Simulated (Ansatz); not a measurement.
# Single-point calculation of C$_{4}$H

The run: single-point calculation of C$_{4}$H (slab, 10 atoms in the cell). Method and program: DFT PBE+D3(BJ), scalar-relativistic, plane waves, PAW, PAW set soft_1, no spin polarisation (Ansatz 0.2.0).

The structure derives from an entry of the Crystallography Open Database. Figures and captions count atoms from 1; the log counts them from 0 in places.

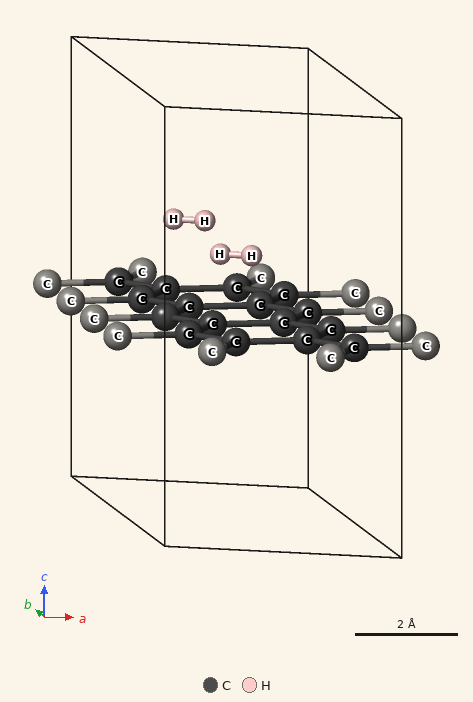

Figure 1. The structure (ball-and-stick view of the 1 × 2 repeat of the cell, with the vacuum cut short, seen slightly off an axis; neighbours outside the cell are drawn fainter). An atom can appear more than once, as a periodic image. Near neighbours in the periodic cell (some may lie outside the picture): C has 3 C at 1.42 Å; H has 1 H at 0.65 Å.

**Results in brief**

```tsv
quantity	value
outcome	converged
electrons treated	34
free energy	−2038.2396 eV
work function, top face	4.53 eV
work function, bottom face	4.36 eV
Fermi energy	−2.202 eV
gap on the k-point mesh	0.24 eV
work function (upper face)	4.53 eV
largest force (length of the vector)	4.982 eV/Å
hardware	1 thread of Arm Neoverse V1, 24 GiB of memory available, shared host
wall time	18 s
peak memory	0.47 GiB
```

**Remarks**

The program warns: the exchange-correlation potential is rough where the density is thin.

**Input**
```yaml
crystal:
  lattice:
    - [4.9313048819, 0.0, 0.0]
    - [-2.4656524409, 4.2706353015, 0.0]
    - [0.0, 0.0, 18.0000331942]
  atoms:
    - { symbol: C, position: [0.3333333333, 0.1666666667, 0.2222236565] }
    - { symbol: C, position: [0.3333333333, 0.6666666667, 0.2222236565] }
    - { symbol: C, position: [0.8333333333, 0.1666666667, 0.2222236565] }
    - { symbol: C, position: [0.8333333333, 0.6666666667, 0.2222236565] }
    - { symbol: C, position: [0.1666666667, 0.3333333333, 0.2222218124] }
    - { symbol: C, position: [0.1666666667, 0.8333333333, 0.2222218124] }
    - { symbol: C, position: [0.6666666667, 0.3333333333, 0.2222218124] }
    - { symbol: C, position: [0.6666666667, 0.8333333333, 0.2222218124] }
    - { symbol: H, position: [0.2674278564, 0.1666666667, 0.3183345904] }
    - { symbol: H, position: [0.3992388102, 0.1666666667, 0.3183345904] }
basis:
  ecutwfc: 420
kpoints:
  mp_grid: { grid: [6, 6, 1] }
hamiltonian:
  xc: pbe
  pseudopotentials: { kind: paw, azcp: { folder: soft_1 } }
  dispersion: d3bj
scf:
  occupations: { method: gaussian, width: 0.1 }
output:
  forces: true
  eigenvalues: true
  write_density: true
  write_potential: true
  elf: true
  volumetric_format: npy
efield:
  axis: 3
  dipole_correction: true
  ramp_width: 0.04
```

Run as:
```bash
ansatz run input.yaml --threads 1 --pin off --max-ram 3072MiB --backend cpu --events-out ev --progress --plain --runs-dir out
```

**Output**
```
Engine: ansatz 0.2.0, aarch64-unknown-linux-gnu
Pseudopotentials: kind: paw
Pseudopotential: C, paw, valence charge 4, recommended cutoff 420 eV (normal), [file]
Pseudopotential: H, paw, valence charge 1, recommended cutoff 420 eV (normal), [file]
Functional definition: PBE
  parameter kappa = 0.804
  parameter beta = 0.06672455060314922
  exchange = pbe_x(kappa = kappa, mu = beta*pi^2/3)
  correlation = pbe_c(beta = beta)
Crystal: 10 atoms, lattice volume = 379.077 Å³
Basis set: ecut = 420 eV, 7375 PW (Γ), exchange–correlation on 72×72×250 points (8 copies of the dense FFT grid, shifted against one another)
Bands: 27, of which v1, the nominal top of the filled ones, is band 17 counted from 1 (16 counted from 0)
Symmetry: 2 space group operations
Space group: Cm (ITA 8), of the structure as read, at distance tolerance 7.2e-5 Å
k-points: 13 of 36 (time reversal used)
Non-local potential: C, projectors of the file, l = 0: 2, l = 1: 2, l = 2: 1
Non-local potential: H, projectors of the file, l = 0: 2, l = 1: 1
PAW form: soft (Blöchl's): semilocal exchange-correlation on the pseudo side does not see the compensation charge
PAW one-centre angular grid: C, 110 points (default); XC on 64 Gauss nodes
PAW one-centre angular grid: H, 110 points (default); XC on 64 Gauss nodes
Initial wavefunctions: pseudopotential atomic-orbital guess
Functional: x = pbe(κ = 0.804, μ = 0.2195149727645171), c = pbe(β = 0.06672455060314922)
SCF iter   1: F=—  HF=-2043.418536 eV  |F-HF|=—  |Δ(HF+E_count)|=         —  Δρ=6.20e-2  dr2=1.23e1  ethr=3.10e-3  p=-0.000 e·Å  D=-2.13e-6 V/Å  ΔV_dip=0.00 eV  dr2_dipole=2.18e-4  V_vac-E_F(+/−)=8.30/8.30 eV  ⟨swp⟩=9.6  Hψ=2154  notcnv=0  defer=19
efield: sawtooth ramp at fractional position 0.7503 (placed from the atoms, in the widest stretch of the axis that holds none; the zero of the levels goes with the place), width 0.0400; the density the first Hamiltonian is built on has a dipole p = -0.000 e·Å; the dipole correction subtracts the counter field D = -2.13e-6 V/Å, which shifts the + side's vacuum level by +0.00 eV against the − side's; the planar-averaged density in the ramp window peaks in size at 1.5e-6 e/Å³
preconditioner: auto → Resta (q_TF=auto, 1.825 Å⁻¹)  ε∞=1.5  [insulator: Δε(μ)=0.278 eV  Ē_g=16.294 eV  σ=0.100 eV  W_gap=0.95  n_scr=52 (ndim 8)  ℏωp=11.1 eV  f_vac=0.718  D(μ)=0.18/eV (n_scr^D=0)  ε∞_Penn≈1.5  vacuum switching on, ρ_ref=1.9e-2 e/Å³]
SCF iter   2: F=—  HF=-2038.884899 eV  |F-HF|=—  |Δ(HF+E_count)|=    4.53e0  Δρ=2.52e-2  dr2=1.76e0  ethr=3.10e-3  p=-0.012 e·Å  D=-5.51e-3 V/Å  ΔV_dip=0.10 eV  dr2_dipole=1.77e-6  V_vac-E_F(+/−)=5.81/5.71 eV  ⟨swp⟩=3.2  Hψ=818  notcnv=0  defer=56
preconditioner: auto → LDOS  [insulator: Δε(μ)=0.203 eV  Ē_g=15.183 eV  σ=0.100 eV  W_gap=0.85  n_scr=52 (ndim 8)  ℏωp=11.1 eV  f_vac=0.734  D(μ)=0.45/eV (n_scr^D=2)  ε∞_Penn≈1.5  β→1.0]
SCF iter   3: F=—  HF=-2038.251785 eV  |F-HF|=—  |Δ(HF+E_count)|=   6.33e-1  Δρ=3.40e-3  dr2=4.25e-2  ethr=3.10e-3  p=-0.002 e·Å  D=-1.11e-3 V/Å  ΔV_dip=0.02 eV  dr2_dipole=8.25e-4  V_vac-E_F(+/−)=4.43/4.41 eV  ⟨swp⟩=4.5  Hψ=854  notcnv=0  defer=49
SCF iter   4: F=—  HF=-2038.244599 eV  |F-HF|=—  |Δ(HF+E_count)|=   7.19e-3  Δρ=2.06e-3  dr2=1.86e-2  ethr=1.25e-4  p=-0.036 e·Å  D=-1.72e-2 V/Å  ΔV_dip=0.31 eV  dr2_dipole=7.18e-4  V_vac-E_F(+/−)=4.59/4.28 eV  ⟨swp⟩=2.6  Hψ=705  notcnv=0  defer=47
SCF iter   5: F=—  HF=-2038.240298 eV  |F-HF|=—  |Δ(HF+E_count)|=   4.30e-3  Δρ=7.28e-4  dr2=2.27e-3  ethr=5.47e-5  p=-0.024 e·Å  D=-1.17e-2 V/Å  ΔV_dip=0.21 eV  dr2_dipole=6.17e-5  V_vac-E_F(+/−)=4.55/4.34 eV  ⟨swp⟩=2.8  Hψ=574  notcnv=0  defer=47
SCF iter   6: F=—  HF=-2038.239764 eV  |F-HF|=—  |Δ(HF+E_count)|=   5.34e-4  Δρ=1.64e-4  dr2=1.11e-4  ethr=6.67e-6  p=-0.021 e·Å  D=-1.01e-2 V/Å  ΔV_dip=0.18 eV  dr2_dipole=4.57e-6  V_vac-E_F(+/−)=4.54/4.36 eV  ⟨swp⟩=3.2  Hψ=627  notcnv=0  defer=47
SCF iter   7: F=—  HF=-2038.239737 eV  |F-HF|=—  |Δ(HF+E_count)|=   2.72e-5  Δρ=2.15e-5  dr2=1.45e-6  ethr=3.27e-7  p=-0.020 e·Å  D=-9.51e-3 V/Å  ΔV_dip=0.17 eV  dr2_dipole=6.98e-8  V_vac-E_F(+/−)=4.53/4.36 eV  ⟨swp⟩=2.5  Hψ=518  notcnv=0  defer=44
SCF iter   8: F=—  HF=-2038.239641 eV  |F-HF|=—  |Δ(HF+E_count)|=   9.58e-5  Δρ=3.83e-6  dr2=4.46e-8  ethr=2.94e-10  p=-0.020 e·Å  D=-9.41e-3 V/Å  ΔV_dip=0.17 eV  dr2_dipole=8.02e-11  V_vac-E_F(+/−)=4.53/4.36 eV  ⟨swp⟩=23.1  Hψ=4078  notcnv=0
SCF iter   9: F=-2038.239641 eV  HF=-2038.239641 eV  |F-HF|=6.13e-10  |Δ(HF+E_count)|=   4.15e-8  Δρ=1.12e-6  dr2=7.99e-9  ethr=1.31e-10  p=-0.020 e·Å  D=-9.41e-3 V/Å  ΔV_dip=0.17 eV  dr2_dipole=5.20e-10  V_vac-E_F(+/−)=4.53/4.36 eV  ⟨swp⟩=11.2  Hψ=2571  notcnv=0
SCF 1 converged in 9 iterations: F = -2038.239641 eV  dr2 = 7.99e-9
  greatest PAW one-centre occupation: 0.679 electrons in one spin orbital (limit 2), on the C atom at site 0 (counted from 0), in its partial waves of l = 0
```

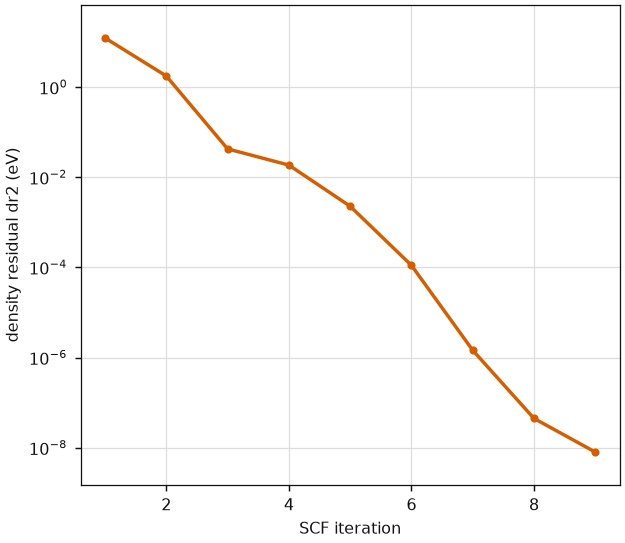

Figure 2. Convergence of the self-consistent field: density residual dr2 against the SCF iteration. The residual falls at every step.

```
WARN: The output density's exchange-correlation potential varies sharply where the density is thin. Do not read a vacuum level from v_tot or v_xc, or from such a field of the output density. On a cell that repeats whose density bears no net charge and no dipole along the vacuum's axis use v_es (v_loc + v_h of the components); under efield.dipole_correction with no amplitude use v_es + v_field, which holds any external_charges[].barrier, or the levels of the report's work_function block, which leave it out; under a non-zero efield.amplitude the vacuum is tilted and has no level; on a cell that repeats and bears such a dipole with no correction it is tilted too, and efield.dipole_correction with no amplitude gives each side of its ramp a level where efield: is served; in a cell that repeats whose density bears a net charge (total_charge, or a fill off its count) it is curved and has none; of a slab under crystal.periodic whose density bears no net charge use v_es, which has a level on each side, short of where the two are joined; of another it falls or rises all the way out and has none; of a slab beside external_charges read slab_vacuum_level instead, which it has where they leave it neutral. The grid or the basis barely resolves most such structure, and the values can differ between equally converged runs; as a rule a tighter scf.convergence.dr2_threshold does not remove it. Where the density itself ripples (under the LDA too) a higher basis.ecutwfc lessens it. The files hold the spikes' plane waves up to the density's cutoff. Files: v_tot_of_output_density and the like, and their columns of v_z.tsv (output.write_potential); v_xc_of_output_density and the like, and their columns of v_comp_z.tsv (output.write_potential_components). Measured: with its Gaussian average of σ = 0.25 Å subtracted twice, the exchange-correlation potential is over 0.1 eV at 83 of the grid points where the equally averaged density (valence and model cores) is under 1e-3 e/Å³, and 0.304 eV at the most among them, at an averaged density of 1.5e-7 e/Å³. The input density's (outcome.potential() and, of a run that writes arrays, v_tot and v_xc) is over 0.1 eV, so measured, at 31 points of its own thin density, 0.224 eV at the most. See output.write_potential in the manual, Limitations
SCF converged after 9 iterations
Free energy (F): -2038.239641 eV
Harris-Foulkes:  -2038.239641 eV  (|F-HF|=6.13e-10)
Internal energy: -2038.238136 eV  (E = F + TS)
E sigma→0 (E₀):  -2038.238889 eV
Entropy (-TS):   -0.001505 eV (-0.151 meV/atom)
Fermi energy:    -2.201537 eV
Dipole field:    D = -0.009391 V/Å  (p = -0.019674 e·Å, saw-weighted, corrected)
Work function:   Φ+ = 4.5331 eV   Φ− = 4.3642 eV
Levels:          The Fermi level and band energies are counted from a zero that moves with the ramp; work functions are not
--- Per-component energies (eV) ---
  E_band       = -382.968471
  E_kinetic    = 741.164733
  E_local      = -12513.601012  (includes V_loc(G=0)·N_el)
  E_nonlocal   = 189.517892
  E_hartree    = 5876.272516
  E_xc         = -394.923578
  E_vxc        = -487.459357  (∫ρ·V_xc dr)
  E_paw        = -802.500998  (= ΣΔE_a)
  E_vpaw       = -64.889298  (= ΣTr[D̂ρ^β])
  E_aug_tail   = -0.002474  (compensation charges beyond the density's cutoff)
  E_efield     = 0.000092  (sawtooth field / dipole correction)
  E_vefield    = -0.243518  (∫n·V_field dr)
  E_ewald      = 4866.668216
  E_disp       = -0.833523  (pairwise vdW)
  E_smearing   = -0.001505  (= −TS)
  E_closure    = -0.000000  (closes the sum)
  Σ components = -2038.239641   (vs F -2038.239641, Δ=0.00e0)
--- Forces (eV/Å), atoms counted from 1 ---
  atom   1  C     -0.00000000    -0.05288011    -2.33547980
  atom   2  C     -0.09094447    -0.04419344     0.02793621
  atom   3  C      0.00000000     0.08265153     0.02609856
  atom   4  C      0.09094447    -0.04419344     0.02793621
  atom   5  C     -0.26444956     0.18828366    -0.82755501
  atom   6  C     -0.00000000    -0.31449863    -0.83765832
  atom   7  C      0.26444956     0.18828366    -0.82755501
  atom   8  C     -0.00000000    -0.00910192     0.20395202
  atom   9  H     -4.43468736     0.00282410     2.27102697
  atom  10  H      4.43468736     0.00282410     2.27102697
  max |Σ_I F_I| component: 2.71e-4 eV/Å
--- Band table (eV; the first three rows and the last of 13) ---
  k-point 0: bands = ["-21.8557", "-16.7892", "-16.5304", "-16.5272", "-15.5522", "-15.5466", "-15.5265", "-11.1368", "-8.7245", "-8.7116", "-8.6630", "-8.0189", "-5.3081", "-5.3016", "-4.6654", "-4.6361", "-3.9245", "-0.8306", "-0.6746", "-0.5503", "1.5733", "2.0017", "2.6116", "3.6613", "4.3216", "5.0847", "5.0895"]
  k-point 1: bands = ["-21.6920", "-17.8827", "-17.0482", "-16.9410", "-14.9150", "-14.8676", "-14.0421", "-11.0209", "-9.2004", "-9.1717", "-8.5377", "-8.0343", "-5.9523", "-5.6473", "-5.2672", "-4.7844", "-4.0815", "-0.5284", "-0.3303", "0.4291", "1.7768", "2.1902", "2.8088", "3.8672", "4.4528", "5.1665", "5.6475"]
  k-point 2: bands = ["-21.2036", "-19.2673", "-17.4612", "-17.3631", "-13.7642", "-13.6932", "-11.9648", "-10.7788", "-10.3165", "-10.2888", "-8.1113", "-8.0637", "-7.5783", "-6.4418", "-6.2728", "-4.9900", "-4.2140", "0.0948", "0.2144", "2.2535", "2.5394", "2.7801", "3.4025", "4.3592", "4.6890", "5.1743", "5.1856"]
  k-point 12: bands = ["-20.7192", "-19.7444", "-18.7854", "-16.1434", "-14.2719", "-11.9654", "-11.8364", "-10.9059", "-10.4670", "-9.7371", "-8.7118", "-8.2215", "-8.0519", "-7.3226", "-6.8589", "-5.4670", "-3.3991", "-0.9687", "2.0105", "2.4439", "3.2712", "3.4832", "3.9479", "4.2213", "4.6679", "4.8552", "5.2494"]
```

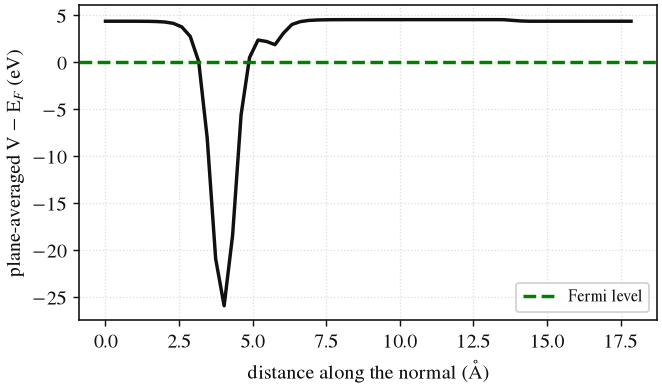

Figure 3. Plane average of the electrostatic potential energy of an electron across the cell, from the Fermi level. The vacuum level lies 4.53 eV above the Fermi level on the upper side and 4.36 eV on the lower.

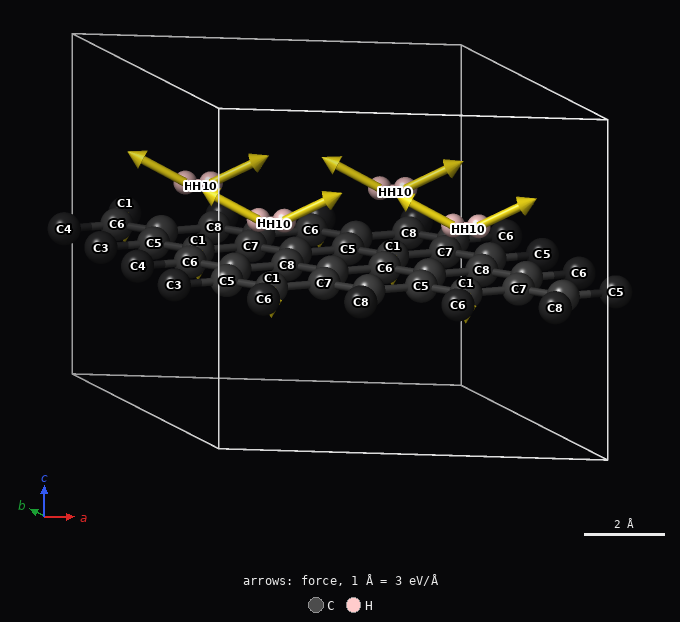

Figure 4. Forces on the atoms as yellow arrows (ball-and-stick view of the 2 × 2 repeat of the cell, with the vacuum cut short, seen slightly off an axis; neighbours outside the cell are drawn fainter; atoms are numbered from 1 in the order of the input); the smallest are left out. The largest act on H9, H10 (4.98 eV/Å); C1 (2.34 eV/Å). The geometry is not a stationary point of this energy.

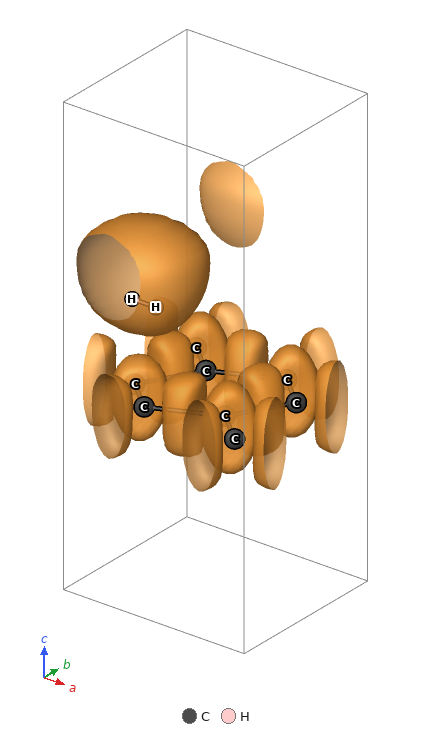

Figure 5. Isosurface of the ELF at 0.75 (orange), seen slightly off an axis. Core shells and regions of very low density are left out. Sticks mark near contacts. The ELF exceeds this value in twelve regions between bonded C–C atoms (shared pairs) and one joined region spread over several atoms (H), counted in one cell of 10 atoms. C–C (1.42 Å): the ELF peaks at about 0.95 between the atoms, which marks localised, shared-pair bonding. In a PAW calculation such maps are meaningful between the atoms, not at the nuclei.

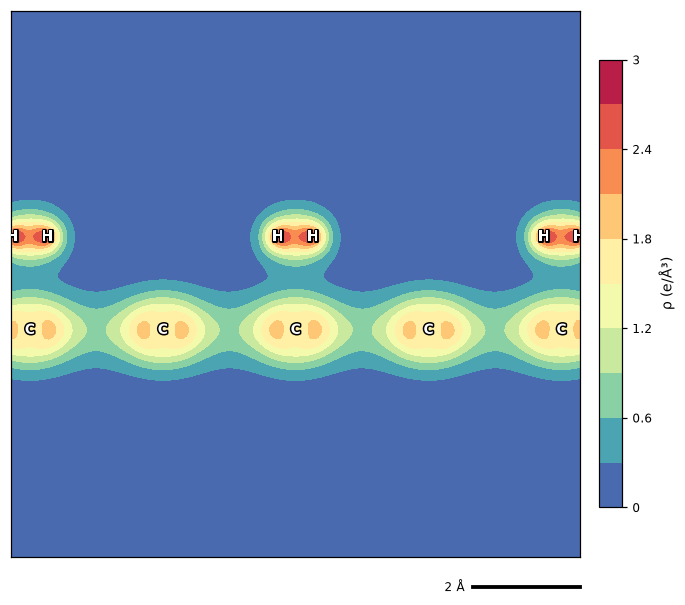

Figure 6. Valence electron density on the (010) plane of the calculation cell, a cut from vacuum to vacuum. H–H (0.65 Å): the density is about 2.3 e/Å³ at the midpoint. The density dies away to nearly zero in the vacuum.
